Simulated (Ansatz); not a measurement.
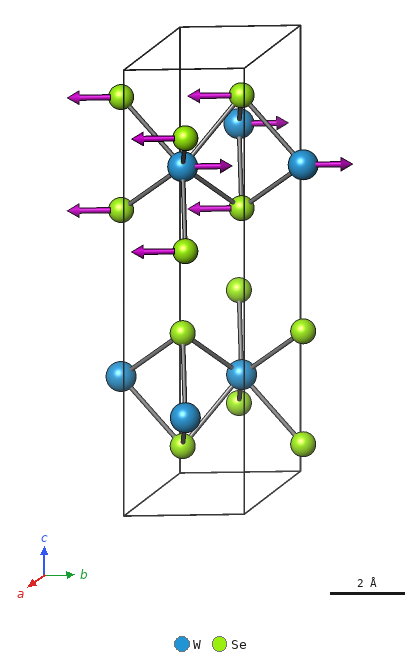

Phonons of solid WSe2, space group P6₃/mmc (No. 194), at the zone centre. The optical levels lie at 19 (×2), 27, 173 (×2), 174 (×2), 246 (×4), 247, 248, 305, 307 cm⁻¹. One mode is drawn. Displacements are drawn as purple arrows; their common scale and sign are arbitrary. The picture is a ball-and-stick view of the cell of the calculation, seen from a free direction.

All numbers below come from DFT PBEsol, scalar-relativistic, plane waves, PAW in Ansatz. Settings: plane-wave cutoff 420 eV; k-point mesh 12 × 12 × 2; occupations gaussian; smearing width 0.05 eV; no spin polarisation.

Frequencies are those without the non-analytic (LO–TO) term.

**Which of these frequencies is the drawn mode's?**

The level at 246 cm⁻¹. This is a 4-fold mode (one member of the set is drawn), optical level 5 of 9, counted from below. All motion is along b; the kinetic energy is shared as Se 54 %, W 46 %.

Limits of the set-up: layers or molecules are held without a dispersion correction, so their spacing is unreliable.
